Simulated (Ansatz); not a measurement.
# TaN: what the fields show

```
Ta N
1.0
     2.18784    0.00000   -2.18784
     0.00000   -2.18784    2.18784
    -4.37569   -4.37569   -4.37569
Ta N
3 3
Direct
  0.66667 0.33333 0.83461
  0.00000 0.00000 0.50128
  0.33333 0.66667 0.16794
  0.00000 0.00000 0.98351
  0.33333 0.66667 0.65017
  0.66667 0.33333 0.31684
```

Space group R3m; not relaxed (largest force 1.2 eV/Å); computed pressure about 3 GPa in this cell.

The calculation used Ansatz 0.2.0, DFT PBEsol, scalar-relativistic, plane waves, PAW.

In a PAW calculation such maps are meaningful between the atoms, not at the nuclei.

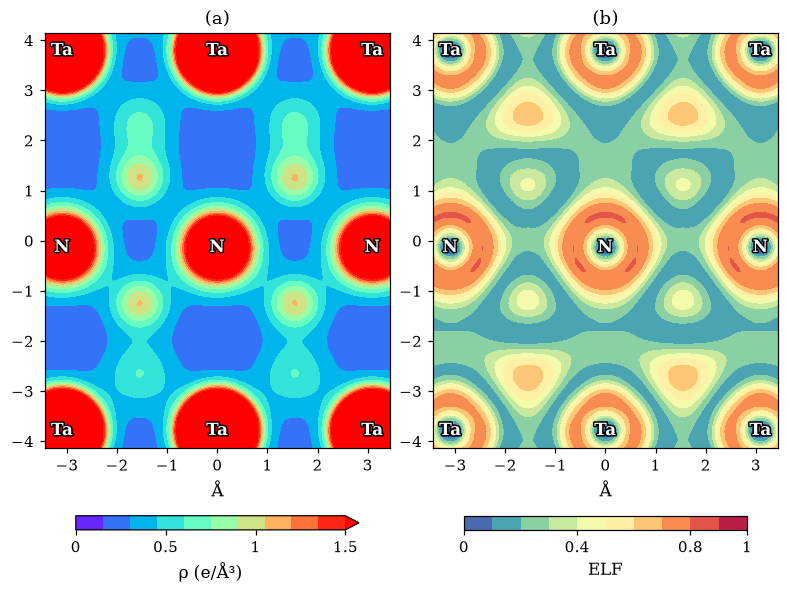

Figure 1. (a) valence pseudo-density; (b) electron localisation function on the (100) plane of the conventional cell.

Q: Read the bonding off the picture.

A: The section cuts through Ta and N sites. Atoms just off the plane (Ta, 0.9 Å away and N, 0.9 Å away) can leave unmarked features too. Ta–Ta (3.09 Å): ρ at the midpoint is about 0.25 e/Å³; the ELF is about 0.20 at the midpoint; no shared electron pair shows on this line. Between the atoms the lowest density in this plane is 0.17 e/Å³. The features right at Ta lie inside the PAW spheres, where the map follows smoothed inner orbitals and isn't to be read closely.

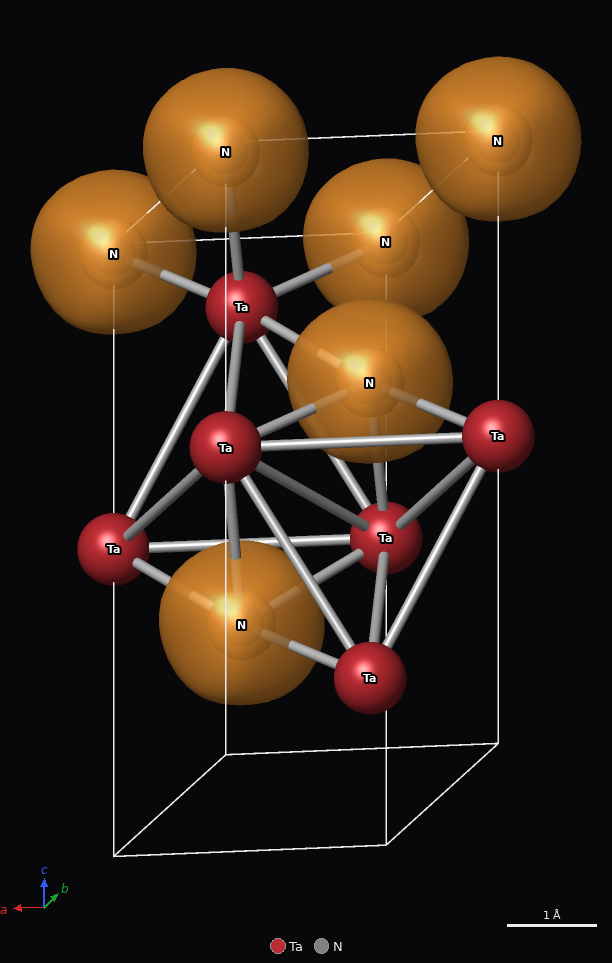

Figure 2. Isosurface of the ELF at 0.6 (orange), seen at an oblique angle. Only the valence region is drawn (cores and ρ < 0.01 e/Å³ removed). Sticks mark near contacts.

Q: What do the ELF domains correspond to?

A: The ELF exceeds this value in three regions wrapped around N (the valence shell of each), counted in one cell of 6 atoms. Regions shared between cells count once. Profiles from the grid: Ta–N (2.11 Å): the ELF peaks at about 0.80 in the valence shell of N, 0.6 Å from its nucleus, and is about 0.20 at the midpoint; no shared electron pair shows on this line.

Q: Metal or insulator at this level of theory?

A: It is gapless in this calculation (a metal or semimetal); semilocal functionals without U, or without the true magnetic order, often close the gap of such compounds.
